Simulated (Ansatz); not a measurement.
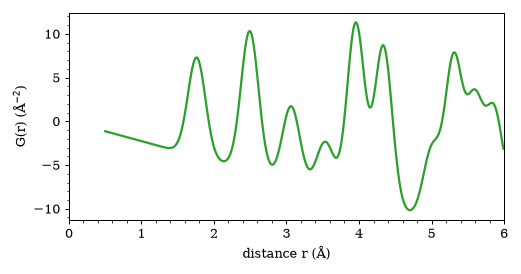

Computed X-ray G(r), with each pair weighted by the product of the atomic numbers (X-ray weights at Q = 0) and a uniform peak width σ = 0.12 Å.

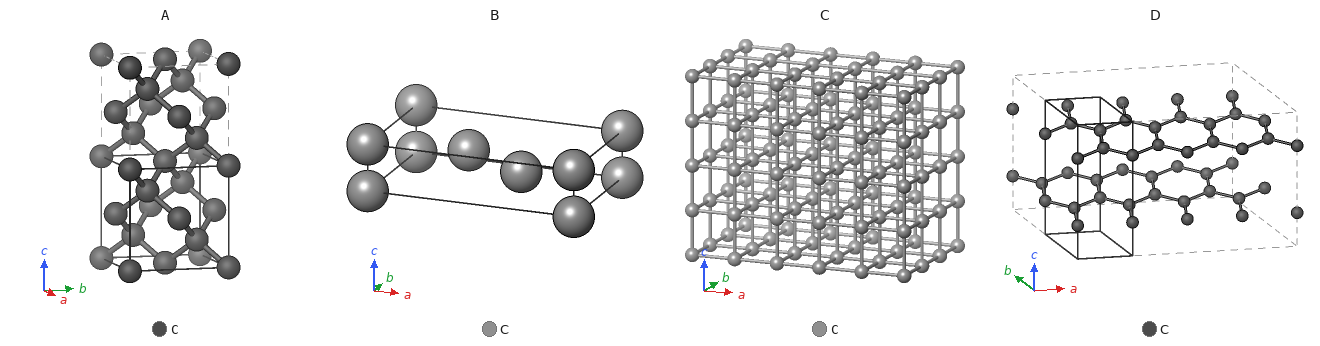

Candidate structures:

A. C, a = 3.584 Å, b = 3.584 Å, c = 3.584 Å, α = 90.00°, β = 90.00°, γ = 90.00°, Fd-3m

B. C, a = 7.370 Å, b = 7.370 Å, c = 1.289 Å, α = 90.00°, β = 90.00°, γ = 120.00°, P6/mmm

C. C, a = 1.770 Å, b = 1.770 Å, c = 1.770 Å, α = 90.00°, β = 90.00°, γ = 90.00°, Pm-3m

D. C, a = 2.459 Å, b = 2.459 Å, c = 7.176 Å, α = 90.00°, β = 90.00°, γ = 120.00°, P6_3/mmc

Origins: A, coordinates from a relaxation with Ansatz, DFT, revPBE, plane waves (420 eV) with PAW, scalar-relativistic; the starting structure was generated, so it need not be a known form of this composition; B, coordinates from a relaxation with DFT, RPBE, plane waves (420 eV) with PAW, scalar-relativistic (Ansatz 0.2.0); the starting structure was generated, so it need not be a known form of this composition; C, coordinates from a relaxation with Ansatz 0.2.0, DFT, r2SCAN, plane waves (500 eV) with PAW, scalar-relativistic; the starting structure was generated, so it need not be a known form of this composition; D, the input geometry of an electronic-structure calculation (not necessarily at equilibrium).

Question: From which structure was the curve computed?

Answer: Candidate C, C, Pm-3m (first clear peaks at 1.76 Å (C–C) and 2.49 Å (C–C)). The others: B would give first clear peaks at 1.28 Å (C–C) and 2.57 Å (C–C); A would give first clear peaks at 1.54 Å (C–C) and 2.52 Å (C–C); D would give first clear peaks at 1.41 Å (C–C) and 2.46 Å (C–C).
